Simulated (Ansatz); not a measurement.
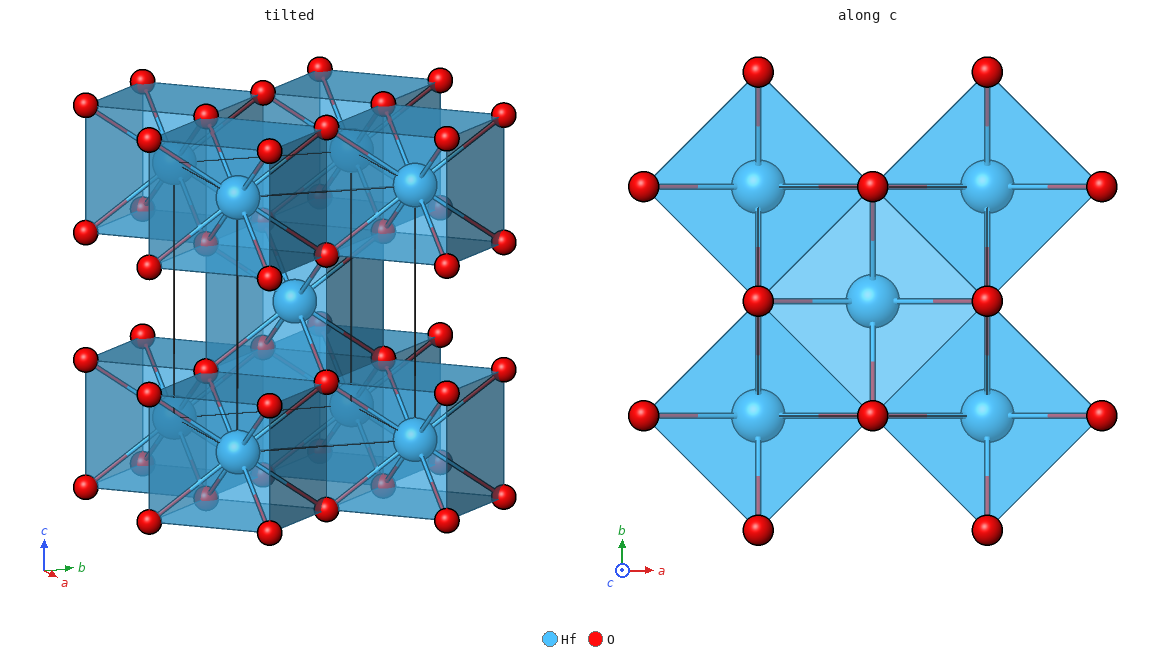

Drawn in the polyhedral manner and seen slightly off an axis and along the c axis. The parallelepiped is the conventional unit cell. Some atoms of the next cells are drawn as well.

HfO2, space group I4/mmm (No. 139), a = 3.668 Å, b = 3.668 Å, c = 5.058 Å, α = 90.00°, β = 90.00°, γ = 90.00°. Its origin is a structure type filled with these elements by a generator (whether the compound takes this form wasn't checked). The cell was then strained or its atoms displaced on purpose. Ansatz was used for an electronic-structure calculation on it.

This one geometry was computed with Ansatz (DFT, plane waves, PAW) at three levels of theory: r2SCAN, HSE06 and PBE. It was relaxed with r2SCAN and then strained.

Which level gives the highest pressure at this volume, and what does that say about its equilibrium volume?

Highest: PBE (-6.2 GPa), which points to the largest equilibrium volume. Lowest, with the smallest volume: r2SCAN (-12.2 GPa) and HSE06 (-12.5 GPa). Levels within 0.5 GPa of each other can't be told apart.

How does the band gap change with the level of theory?

PBE: a gap of 3.48 eV, indirect; r2SCAN: a gap of 3.96 eV, direct; HSE06: a gap of 5.07 eV, direct.

Collect the results in a table.

| level | cutoff (eV) | k-mesh of the run's cell | gap (eV) | pressure (GPa) |
| --- | --- | --- | --- | --- |
| r2SCAN | 500 | 8×8×8 | 3.96 | -12.2 |
| HSE06 | 420 | 6×6×6 | 5.07 | -12.5 |
| PBE | 420 | 8×8×8 | 3.48 | -6.2 |

Gaps are taken on the k-mesh or band path of each run.
